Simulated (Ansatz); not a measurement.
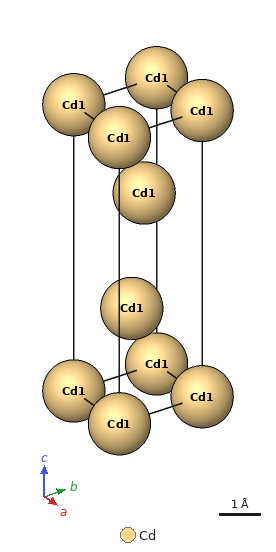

Reference structure: a symmetric starting cell of Cd. Style: spheres-only. Shown: the conventional cell (3 times the calculation's cell), slightly off an axis. Lengths and directions refer to the drawn axes.

Method: DFT PBE, scalar-relativistic, plane waves, PAW (Ansatz). Set-up: plane-wave cutoff 420 eV; k-point mesh 18 × 18 × 18; occupations gaussian; smearing width 0.1 eV; no spin polarisation.

The variant: The cell is strained by +8.4 % along c and −0.6 % across it (volume +7.2 %), the atoms keeping their fractional coordinates. No relaxation follows. The starting cell wasn't computed here and needn't be at equilibrium, so pressure and forces aren't due to the change alone.

The input:
```yaml
crystal:
  lattice:
    - [1.5987829839, 0.9230577861, 2.6556398743]
    - [-1.5987829839, 0.9230577861, 2.6556398743]
    - [0.0, -1.8461155723, 2.6556398743]
  atoms:
    - { symbol: Cd, position: [0.0, 0.0, 0.0] }
basis:
  ecutwfc: 420
kpoints:
  mp_grid: { grid: [18, 18, 18] }
hamiltonian:
  xc: pbe
scf:
  occupations: { method: gaussian, width: 0.1 }
output:
  forces: true
  stress: true
  eigenvalues: true
```

Run as
```bash
ansatz run input.yaml --threads 1 --pin off --max-ram 1331MiB --backend cpu --events-out ev --progress --plain --runs-dir out
```

What is the effect?

The pressure is −1.1 GPa (not all of it need come from the change, since the unchanged cell can be under pressure at this level too). The principal stresses (compression positive) are −1.3 GPa along c and −1.1 GPa across it. All forces vanish by symmetry. Some distances before and after: Cd–Cd 3.074 → 3.234 Å, Cd–Cd 3.216 → 3.198 Å. The space group stays R-3m (No. 166).

Drawn alike, the variant:

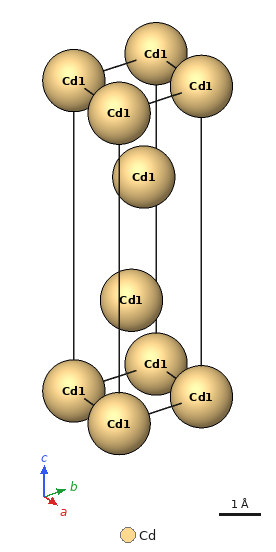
